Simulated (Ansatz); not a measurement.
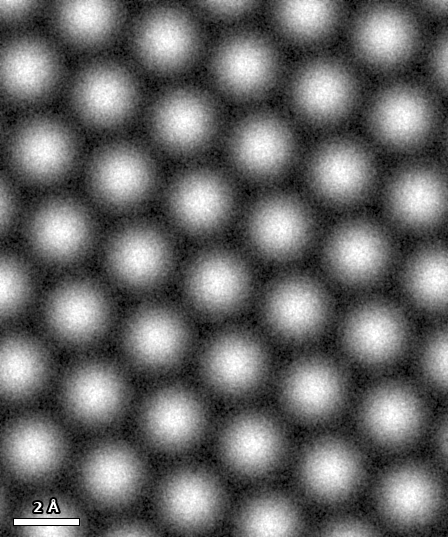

HAADF-like image of Ir. Simulation: incoherent imaging, intensity Z^1.7 per atom, probe width 1.30 Å, thin sample. The probe carries 15 % of its weight in a tail 2.5 times as wide. The display is stretched by a gamma of 0.65; percentages refer to the linear signal. Shot noise was added.

Q: Give the net of the columns and its spacings.

A: The pattern repeats on a hexagonal net with a repeat of 2.6 Å.

Q: What is the plane group of the image?

A: p6mm: sixfold points with mirror lines through them.

Q: How many columns does the smallest repeating cell hold, and how many levels of brightness?

A: 1 column in the primitive cell of 5.8 Å², all of one brightness.

The crystal is Ir (Im-3m, No. 229) seen along [111]. Atomic positions: the geometry given to an electronic-structure calculation, possibly off equilibrium; the starting structure was generated, so it need not be a known form of this composition.
